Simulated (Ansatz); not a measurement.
System: Cs2SnI6.

```xyz
36
Lattice="11.8406 0.0000 0.0000 0.0000 11.8406 0.0000 0.0000 0.0000 11.8406" Properties=species:S:1:pos:R:3 pbc="T T T"
Cs    2.9601    2.9601    2.9601
Cs    8.8804    8.8804    2.9601
Cs    8.8804    2.9601    8.8804
Cs    2.9601    8.8804    8.8804
Cs    8.8804    2.9601    2.9601
Cs    2.9601    8.8804    2.9601
Cs    2.9601    2.9601    8.8804
Cs    8.8804    8.8804    8.8804
Sn    0.0000    0.0000    0.0000
Sn    5.9203    5.9203    0.0000
Sn    5.9203    0.0000    5.9203
Sn    0.0000    5.9203    5.9203
I     2.8848    0.0000    0.0000
I     8.8051    5.9203    0.0000
I     8.8051    0.0000    5.9203
I     2.8848    5.9203    5.9203
I     0.0000    2.8848    0.0000
I     5.9203    8.8051    0.0000
I     5.9203    2.8848    5.9203
I     0.0000    8.8051    5.9203
I     8.9557    0.0000    0.0000
I     3.0354    5.9203    0.0000
I     3.0354    0.0000    5.9203
I     8.9557    5.9203    5.9203
I     5.9203    3.0354    0.0000
I     0.0000    8.9557    0.0000
I     0.0000    3.0354    5.9203
I     5.9203    8.9557    5.9203
I     0.0000    0.0000    2.8848
I     5.9203    5.9203    2.8848
I     5.9203    0.0000    8.8051
I     0.0000    5.9203    8.8051
I     5.9203    0.0000    3.0354
I     0.0000    5.9203    3.0354
I     0.0000    0.0000    8.9557
I     5.9203    5.9203    8.9557
```

Space group Fm-3m; started from the measured structure prototype, which need not be the ambient phase.

Method: DFT, dielectric-dependent PBE0 (fraction 1/eps_inf of PBE), plane waves, PAW (Ansatz).

Question: What can the converged valence pseudo-density and electron localisation function tell about the bonding?

Answer: Sn–I (2.88 Å): the density is about 0.36 e/Å³ at the midpoint; the ELF peaks at about 0.75 in the valence shell of I, 1.3 Å from its nucleus, and is about 0.65 at the midpoint.
Cs–I (4.19 Å): the density is about 0.04 e/Å³ at the midpoint; the ELF peaks at about 0.85 in the valence shell of I, 1.4 Å from its nucleus, and drops to about 0 between the two atoms (a closed-shell, largely ionic contact).

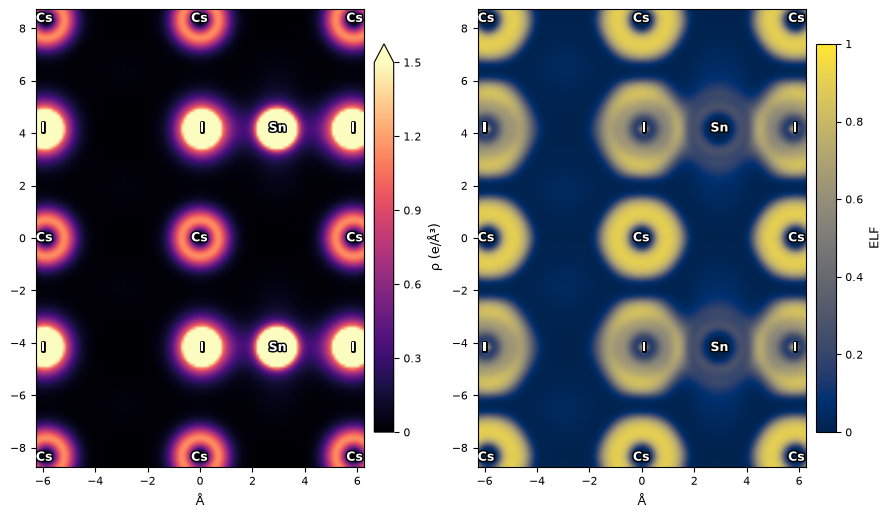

Computed valence pseudo-density and electron localisation function on the (101) plane of the conventional cell, in this order. 

The density is the valence pseudo-density of a PAW calculation; it isn't the true density close to the nuclei.
